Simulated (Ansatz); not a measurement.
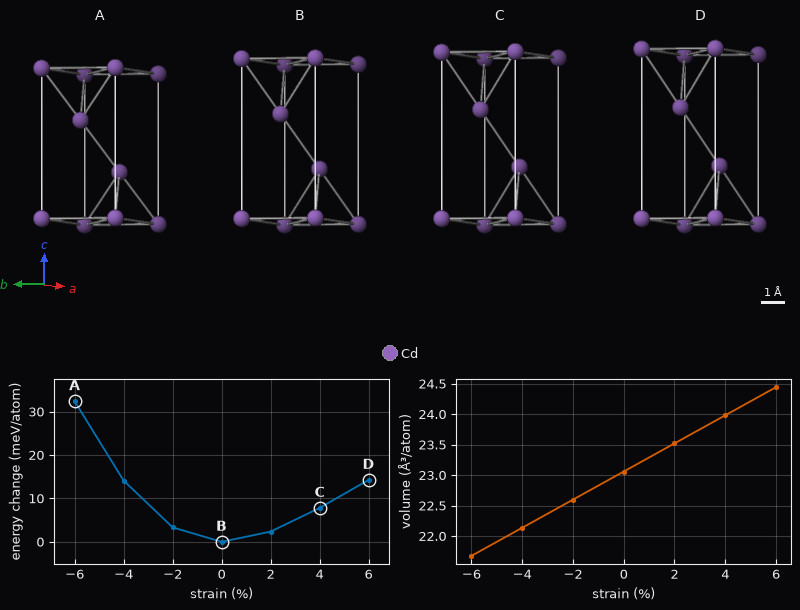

Members of a series of calculations on a crystal of Cd (set up in R-3m), marked on the first curve. Style: ball-and-stick. Shown: the cell of the calculation, from a free direction.

The calculation used DFT PBE, scalar-relativistic, plane waves, PAW (Ansatz 0.2.0). Settings: plane-wave cutoff 420 eV; k-point mesh 15 × 15 × 6; occupations gaussian; smearing width 0.1 eV; no spin polarisation.

> Describe the series.

Strain along c alone, the other axes held, atoms relaxed. A (strain −6.0 %): energy change 32.4 meV/atom, volume 21.68 Å³ per atom. B (strain 0.0 %): energy change 0.0 meV/atom, volume 23.06 Å³ per atom. C (strain 4.0 %): energy change 7.8 meV/atom, volume 23.98 Å³ per atom. D (strain 6.0 %): energy change 14.3 meV/atom, volume 24.44 Å³ per atom. The rest compares A with D. Cell: a = b unchanged at 3.325 Å, c 6.793 → 7.660 Å (+12.8 %). Volume +12.8 %. Some distances before and after: Cd–Cd 2.968 → 3.194 Å.
